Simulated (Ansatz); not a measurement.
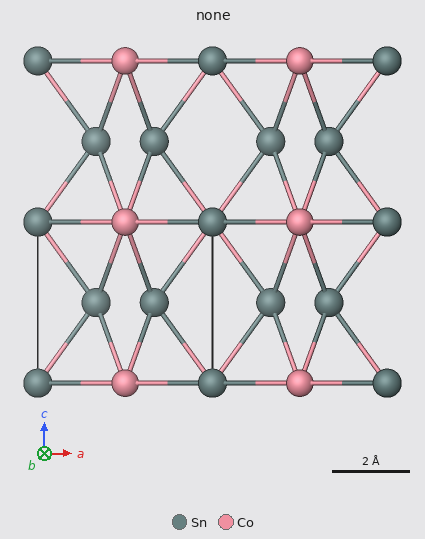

Solid CoSn (set up in P6/mmm), relaxed (cell and atoms) with several dispersion corrections. The picture shows the result with none. The picture is a ball-and-stick view of the cell of the calculation, repeated 2 × 1 × 2 with one cell outlined, seen along the b axis.

Computed with Ansatz 0.2.0: PBE, Ansatz PAW. Settings: plane-wave cutoff 420 eV; k-point mesh 6 × 6 × 7; occupations fermi-dirac; smearing width 0.05 eV; collinear spin; cell and atoms relaxed; force threshold 0.01 eV/Å.

```csv
dispersion correction,volume (Å³/atom),a (Å),c (Å)
none,17.133,5.296,4.231
D3(BJ),16.597,5.240,4.187
D4,?,?,?
D3(BJ)-ATM,16.675,5.249,4.194
```

Fill in the missing row.

Answer. With D4 the volume falls between D3(BJ) (16.597) and D3(BJ)-ATM (16.675). The calculation gives 16.605 Å³/atom (a = 5.242 Å, c = 4.187 Å). In order of volume: D3(BJ) ≈ D4 < D3(BJ)-ATM < none; the spread is 3.2 %.

Each member starts from this one structure; whether another phase lies lower wasn't checked.

Limits of the set-up: only the magnetic order of this start and cell was tried (total moment 0.0 μB per cell).
